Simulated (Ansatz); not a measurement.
# Calculations on SiNi$_{2}$

Part 1: Relaxation

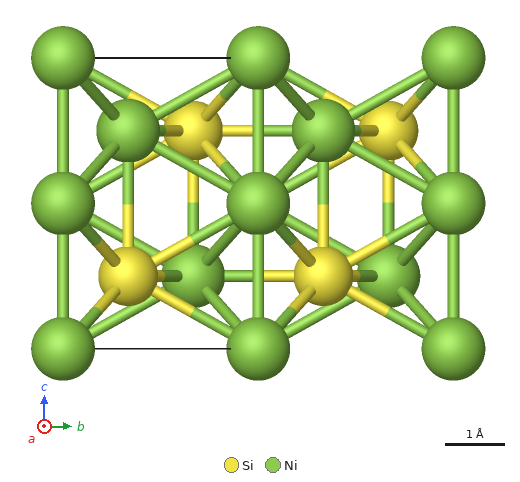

This is the input geometry for a relaxation of crystalline SiNi$_{2}$ (set up in P6_3/mmc). The picture is a ball-and-stick view of the cell of the calculation, repeated 1 × 2 × 1 with one cell outlined, seen along the a axis.

All numbers below come from Ansatz 0.2.0, DFT r2SCAN, scalar-relativistic, plane waves, PAW.

The input:
```yaml
crystal:
  lattice:
    - [3.8359985066, 0.0, 0.0]
    - [-1.9179992533, 3.3220721556, 0.0]
    - [0.0, 0.0, 4.948]
  atoms:
    - { symbol: Si, position: [0.3333333333, 0.6666666667, 0.75] }
    - { symbol: Si, position: [0.6666666667, 0.3333333333, 0.25] }
    - { symbol: Ni, position: [0.0, 0.0, 0.0] }
    - { symbol: Ni, position: [0.0, 0.0, 0.5] }
    - { symbol: Ni, position: [0.3333333333, 0.6666666667, 0.25] }
    - { symbol: Ni, position: [0.6666666667, 0.3333333333, 0.75] }
basis:
  ecutwfc: 500
kpoints:
  mp_grid: { grid: [12, 12, 8] }
hamiltonian:
  xc: r2scan
scf:
  occupations: { method: gaussian, width: 0.1 }
output:
  forces: true
  stress: true
  eigenvalues: true
relax:
  adjacent_minimum: "off"
  f_tol: 0.005
  max_steps: 80
  cell: { stress_tol: 0.05 }
```

Command:
```bash
ansatz run input.yaml --threads 1 --pin off --max-ram 2560MiB --backend cpu --events-out ev --progress --plain --runs-dir out
```

**Where does the relaxation end?**

The energy falls by 2.7 meV per atom in 4 accepted moves (5 points after the start). All forces vanish by symmetry, so only the cell relaxes. The pressure goes from 3.49 to 0.01 GPa. The SCF was repeated once at an unchanged geometry on a basis and grid sized afresh for the cell, which shifted the energy by 0.1 meV per atom at most. No atom moves by more than 0.005 Å relative to the cell. The volume changes by +1.3 %, with a = b 3.836 → 3.870 Å (+0.9 %), c 4.948 → 4.927 Å (−0.4 %). Among the contacts that change: Si1–Ni6 2.215 → 2.234 Å, Si1–Ni3 2.537 → 2.551 Å, Ni3–Ni5 2.537 → 2.551 Å, Si1–Ni5 2.474 → 2.463 Å. The space group stays P6_3/mmc (No. 194). The run took 4.4 min on 1 thread of Arm Neoverse V2 (shared host), peak memory 0.69 GiB.

After the run, drawn alike:

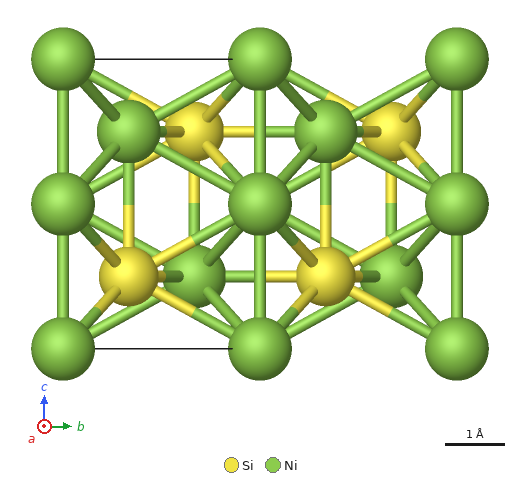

Part 2: A change

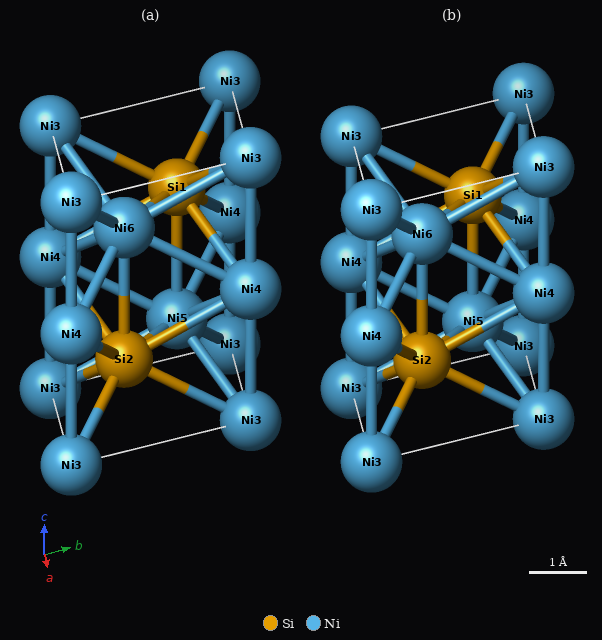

Left: a crystal of SiNi2 (set up in P6_3/mmc). Right: the same structure after one change, at the same scale. The picture is a ball-and-stick view of the cell of the calculation, seen from a free direction.

The calculation used Ansatz, DFT r2SCAN, scalar-relativistic, plane waves, PAW. Settings: plane-wave cutoff 500 eV; k-point mesh 12 × 12 × 8; occupations gaussian; smearing width 0.1 eV; no spin polarisation.

> What was changed?

Equal strain along all axes, −4.0 %, is applied. Symmetry leaves the atoms no freedom, so this is a single point.

> How do the computed properties respond?

Near-neighbour distances before and after: Ni–Si 2.551 → 2.449 Å, Ni–Ni 2.551 → 2.449 Å, Ni–Ni 2.463 → 2.365 Å, Ni–Si 2.463 → 2.365 Å. The space group stays P6_3/mmc (No. 194). Energy change: +127 meV per atom. Pressure: 0.0 GPa before, 37.2 GPa after. The principal stresses (compression positive) are 33.2 GPa along c and 39.1 GPa across it. All forces vanish by symmetry.

Part 3: Series

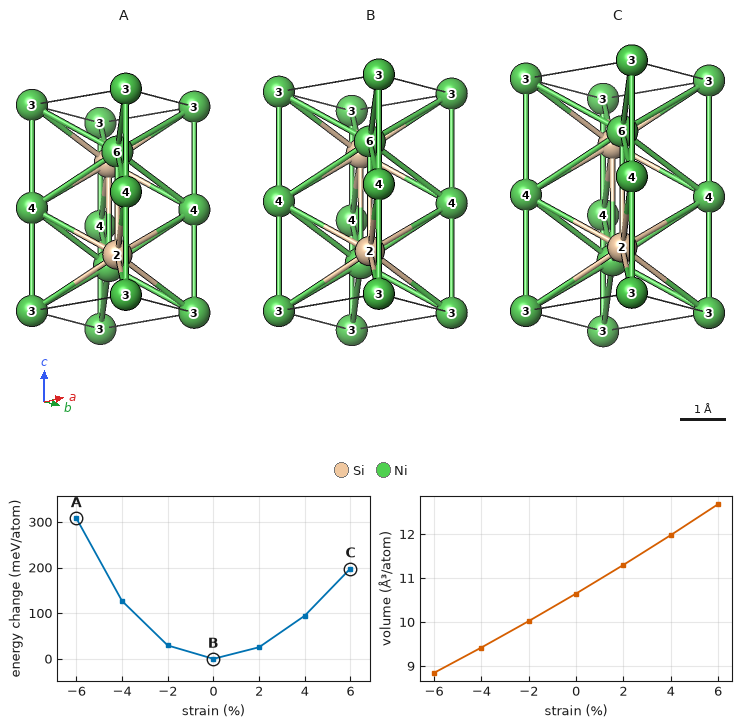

Members of a series of calculations on crystalline SiNi2 (set up in P6_3/mmc), marked on the first curve. Style: ball-and-stick. Shown: the cell of the calculation, from a free direction.

The calculation used DFT r2SCAN, scalar-relativistic, plane waves, PAW (Ansatz 0.2.0). (plane-wave cutoff 500 eV; k-point mesh 12 × 12 × 8; occupations gaussian; smearing width 0.1 eV; no spin polarisation)

> Describe the series.

Equal strain along all axes, cell held, atoms relaxed. A (strain −6.0 %): energy change 308 meV/atom, volume 8.84 Å³ per atom. B (strain 0.0 %): energy change 0.0 meV/atom, volume 10.65 Å³ per atom. C (strain 6.0 %): energy change 198 meV/atom, volume 12.68 Å³ per atom. The rest compares A with C. Cell: a = b 3.637 → 4.102 Å (+12.8 %), c 4.631 → 5.222 Å (+12.8 %). Volume +43.4 %. Near-neighbour distances before and after: Ni–Ni 2.398 → 2.704 Å, Ni–Si 2.398 → 2.704 Å, Ni–Si 2.316 → 2.611 Å.
